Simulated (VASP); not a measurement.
The compound is RbBr (space group Fm-3m, No. 225), taken as the geometry relaxed with VASP Kohn-Sham DFT of a periodic cell, PW91, spin-orbit coupling, VASP PAW PBE potentials, materialsproject in VASP.

```
Rb Br
1.0
     7.01519    0.00000    0.00000
     0.00000    7.01519    0.00000
     0.00000    0.00000    7.01519
Rb Br
4 4
Cartesian
  0.0000 0.0000 0.0000
  0.0000 3.5076 3.5076
  3.5076 0.0000 3.5076
  3.5076 3.5076 0.0000
  3.5076 0.0000 0.0000
  3.5076 3.5076 3.5076
  0.0000 0.0000 3.5076
  0.0000 3.5076 0.0000
```

Bonds are taken as Br–Rb below 3.9 Å. The graph is simplified in the usual way: terminal and isolated atoms are pruned, two-connected atoms become edges.

What net does this leave?

The result is a uninodal 6-connected, three-periodic net: Rb and Br are 6-connected nodes. It is the pcu net, known from NaCl, ReO3 and the B-X framework of perovskite. It is a single net, without interpenetration.

```json
{"node": "Rb and Br", "links": "6", "point symbol": "4¹²·6³", "coordination sequence": "6 18 38 66 102"}
```

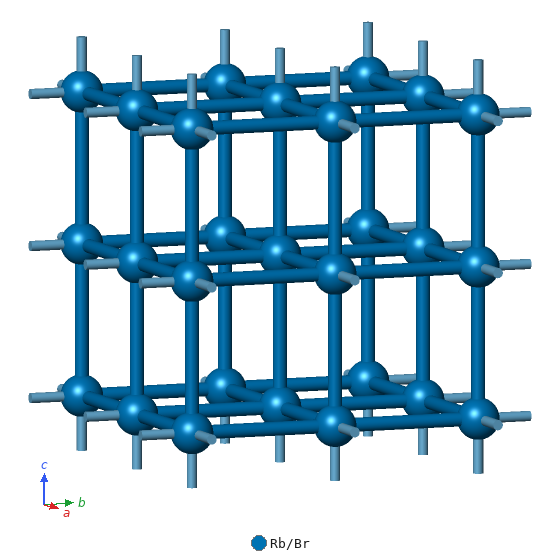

Nodes are coloured by topological kind. Short stubs are edges that leave the cut-out.
